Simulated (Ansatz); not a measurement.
```
Zn S
1.0
     3.84407   -6.65812   -6.30464
    -7.68813    0.00000   -6.30464
     3.84407    6.65812   -6.30464
Zn S
23 24
Direct
  0.33340 0.50007 0.16674
  0.99544 0.66759 0.33918
  0.50585 0.16211 0.33426
  0.50093 0.67252 0.82878
  0.16723 0.33328 0.49978
  0.82931 0.00058 0.17319
  0.16661 0.83311 0.00056
  0.83392 0.50653 0.66264
  0.66645 0.33390 0.99995
  0.33986 0.99597 0.66725
  0.99906 0.16573 0.83239
  0.65991 0.50679 0.33448
  0.33413 0.16552 0.00030
  0.99886 0.33363 0.16747
  0.50115 0.82658 0.17346
  0.50058 0.33457 0.66565
  0.16791 0.99899 0.33391
  0.83232 0.66725 0.00124
  0.16696 0.50080 0.83219
  0.82902 0.16446 0.49671
  0.66337 0.99569 0.83113
  0.34013 0.66782 0.49324
  0.99779 0.83004 0.66236
  0.54522 0.71189 0.37855
  0.20792 0.37458 0.04125
  0.87376 0.54142 0.20937
  0.37604 0.04042 0.20809
  0.37476 0.54270 0.70709
  0.04189 0.20801 0.37555
  0.70788 0.87571 0.04282
  0.04135 0.70888 0.87522
  0.70904 0.37616 0.54121
  0.54222 0.20856 0.87468
  0.20949 0.87455 0.54237
  0.87514 0.04181 0.70847
  0.54102 0.37364 0.20819
  0.20854 0.04185 0.87468
  0.87518 0.20802 0.04187
  0.37486 0.70769 0.04031
  0.37553 0.20822 0.54161
  0.04155 0.87495 0.20887
  0.70828 0.54220 0.87488
  0.04135 0.37520 0.70852
  0.70827 0.03881 0.37817
  0.54484 0.87494 0.70547
  0.20698 0.54152 0.37435
  0.87214 0.71150 0.54160
```

Spin-polarised.

These are results of Ansatz, DFT PBE, scalar-relativistic, plane waves, PAW, not measurements.

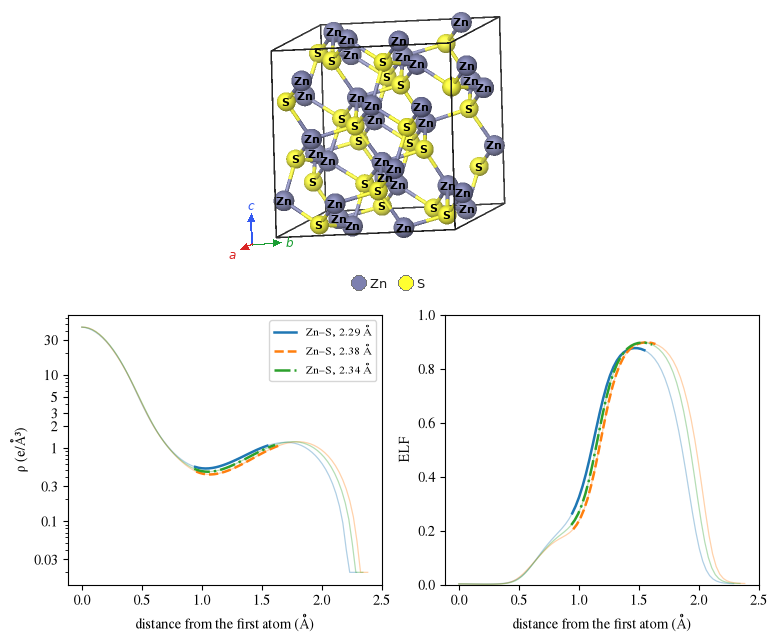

Zn23S24 (cell charge −1, with a compensating background) (cell with a defect). Valence charge density (pseudo) and ELF along straight lines between neighbouring atoms. Thin, pale parts lie inside the atomic spheres. The structure is drawn too.

The density is the valence pseudo-density of a PAW calculation; it isn't the true density close to the nuclei.

### What can be read from the curves?

Zn–S (2.29 Å): the density is about 0.56 e/Å³ at the midpoint; the ELF peaks at about 0.90 in the valence shell of S, 0.8 Å from its nucleus, and is about 0.60 at the midpoint.
Zn–S (2.38 Å): the density is about 0.47 e/Å³ at the midpoint; the ELF peaks at about 0.90 in the valence shell of S, 0.8 Å from its nucleus, and is about 0.55 at the midpoint.
Zn–S (2.34 Å): ρ at the midpoint is about 0.51 e/Å³; the ELF peaks at about 0.90 in the valence shell of S, 0.8 Å from its nucleus, and is about 0.55 at the midpoint.
